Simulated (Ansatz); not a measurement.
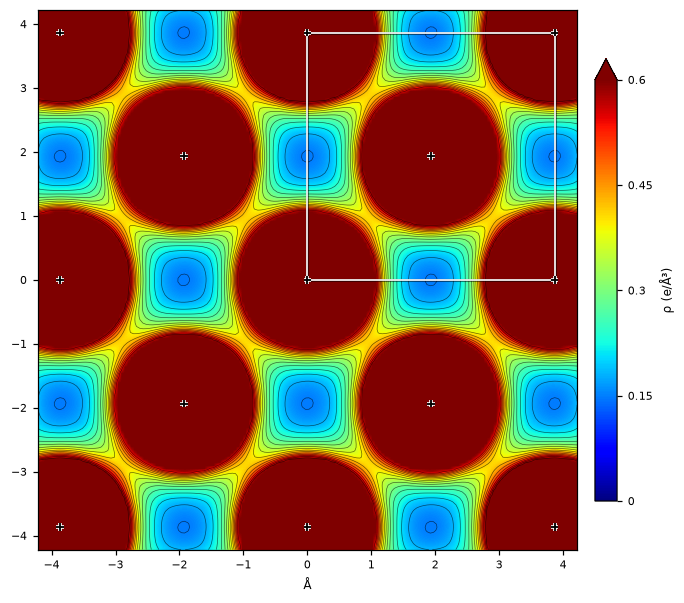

The valence pseudo-density on a plane through atoms (crosses mark nuclei in the plane).

Theory: DFT, LDA, PAW with Ansatz's default frozen-core files, scalar-relativistic; relaxation of cell and atoms in Ansatz 0.2.0.

Candidates:
A. InP, a = 5.62 Å, b = 5.62 Å, c = 5.62 Å, α = 90.00°, β = 90.00°, γ = 90.00°. Space group F-43m; computed pressure about 10 GPa in this cell.
B. Pt, a = 3.87 Å, b = 3.87 Å, c = 3.87 Å, α = 90.00°, β = 90.00°, γ = 90.00°. Space group Fm-3m; computed pressure about 7 GPa in this cell.
C. CuI, a = 4.12 Å, b = 4.12 Å, c = 5.91 Å, α = 90.00°, β = 90.00°, γ = 90.00°. Space group I-4m2; changed on purpose from its base cell (in-plane strain -0.005, out-of-plane length and atoms relaxed by PAW); computed without spin polarisation.

Q: Which system is this?

A: Candidate B: Pt on the (001) plane of the conventional cell, which holds Pt. Pt–Pt (2.73 Å): the density is about 0.4 e/Å³ at the midpoint.
